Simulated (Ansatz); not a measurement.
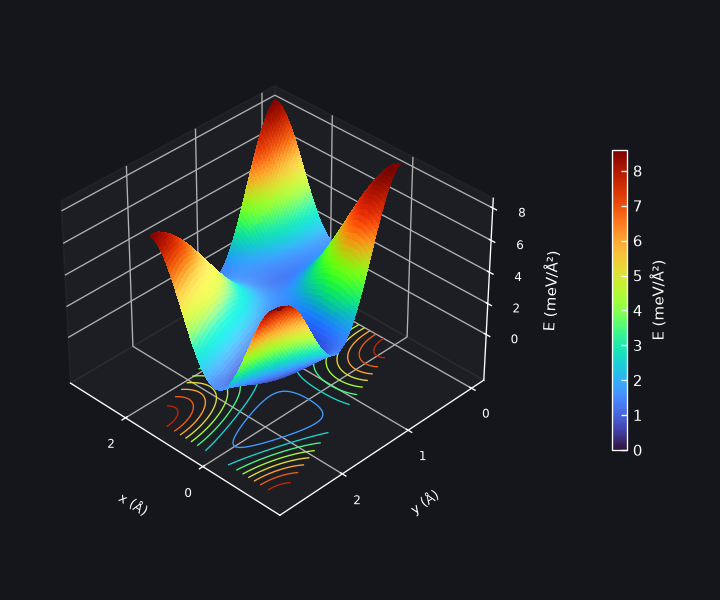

Energy landscape of a bilayer of two MoS₂ sheets (1T type) (6 atoms in the cell). The upper layer of a bilayer is slid over the lower one; relaxed at each slide: nothing; the origin of the map has S4 above S3; the distance between the facing planes is held at 3.24 Å. Places are given modulo a cell vector. The map is drawn in real space over the plane of the slide. Grid: 6 × 6 points; 10 points were computed and 26 follow by symmetry. All energies are given in meV/Å² relative to the lowest grid point. At a held distance the lowest stacking need not be the one that binds best once the distance relaxes. These are results of Ansatz, DFT PBE+D3(BJ), scalar-relativistic, plane waves, PAW, not measurements. Settings: cutoff 420 eV, k-mesh 12×12×1, gaussian smearing 0.1 eV, no spin polarisation.

Drawn: a relief with its contours projected below, any walls above the top of the colour scale cut off. Between grid points the surface is interpolated. 

### What does the map say about the system?

The lowest grid point is at (2/6, 4/6) of the cell vectors. A higher local minimum lies near (4/6, 2/6) of the cell vectors (1.3 meV/Å² above the lowest at that grid point). The highest grid point, (0/6, 0/6) of the cell vectors, lies 8.6 meV/Å² above the lowest. On the interpolated surface the easiest way out of the lowest well to the well at (4/6, 2/6) of the cell vectors passes a barrier of about 1.6 meV/Å². Facing atoms of the upper layer at the lowest point: S above Mo of a deeper plane, the Mo behind them above S; at the highest: S above S, the Mo behind them above S.

The input of one point:

```yaml
crystal:
  lattice:
    - [3.134659268, 0.0, 0.0]
    - [-1.567329634, 2.7146945583, 0.0]
    - [0.0, 0.0, 23.9375765799]
  atoms:
    - { symbol: S, position: [0.0, 0.0, 0.1879889547] }
    - { symbol: Mo, position: [0.6666666667, 0.3333333333, 0.2552219154] }
    - { symbol: S, position: [0.3333333333, 0.6666666667, 0.3224548761] }
    - { symbol: S, position: [0.6666666667, 1.3333333333, 0.4578069235] }
    - { symbol: Mo, position: [1.3333333333, 1.6666666667, 0.5250398842] }
    - { symbol: S, position: [1.0, 2.0, 0.5922728449] }
basis:
  ecutwfc: 420
kpoints:
  mp_grid: { grid: [12, 12, 1] }
hamiltonian:
  xc: pbe
  pseudopotentials: { kind: paw, azcp: { folder: soft_1 } }
  dispersion: d3bj
scf:
  occupations: { method: gaussian, width: 0.1 }
output:
  forces: true
  eigenvalues: true
efield:
  axis: 3
  dipole_correction: true
  ramp_width: 0.04
```

Each point was launched as `ansatz run input.yaml --threads 1 --pin off --max-ram 3072MiB --backend cpu --events-out ev --progress --plain --runs-dir out`. Time for the 10 points that were run: 4.1 min on 1 thread of Arm Neoverse V2, with other jobs on the host.
